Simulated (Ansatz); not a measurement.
KI

```cif
data_structure
_symmetry_space_group_name_H-M 'P 1'
_symmetry_Int_Tables_number 1
_cell_length_a 4.0339
_cell_length_b 4.0339
_cell_length_c 4.3745
_cell_angle_alpha 90.000
_cell_angle_beta 90.000
_cell_angle_gamma 90.000
_cell_volume 71.18
loop_
_atom_site_label
_atom_site_type_symbol
_atom_site_fract_x
_atom_site_fract_y
_atom_site_fract_z
_atom_site_occupancy
K1 K 0.00000 0.00000 0.00000 1
I1 I 0.50000 0.50000 0.50000 1
```

Space group P4/mmm; started from the CsCl prototype, which need not be the ambient phase; changed on purpose from its base cell (epitaxial xy strain -6.0%); computed pressure about 2 GPa in this cell.

Theory: DFT, HSE06, plane waves, PAW in Ansatz.

Q: Predict the valence pseudo-density and electron localisation function between the atoms.

A: K–I (3.59 Å): ρ is about 0.08 e/Å³ halfway, with its minimum of 0.06 e/Å³ about 1.6 Å from K; the ELF peaks at about 0.80 in the valence shell of I, 1.3 Å from its nucleus, and drops to about 0 between the two atoms; an ionic contact with no shared pair.

Q: Does the calculation give a band gap?

A: It is gapped, with a Kohn–Sham gap of 4.3 eV on the k-point mesh, an upper bound to the gap of this method.

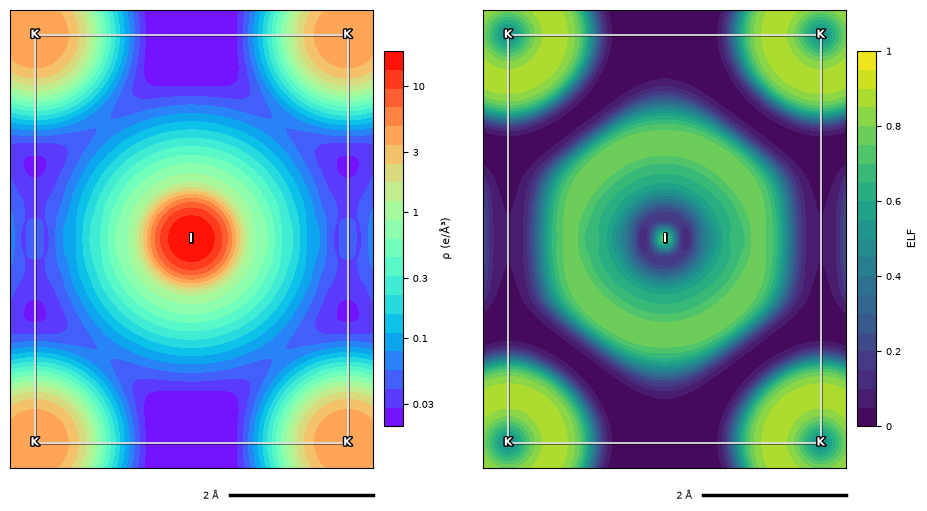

Computed valence pseudo-density and electron localisation function on the (11̄0) plane of the conventional cell, in this order. 

In a PAW calculation such maps are meaningful between the atoms, not at the nuclei.
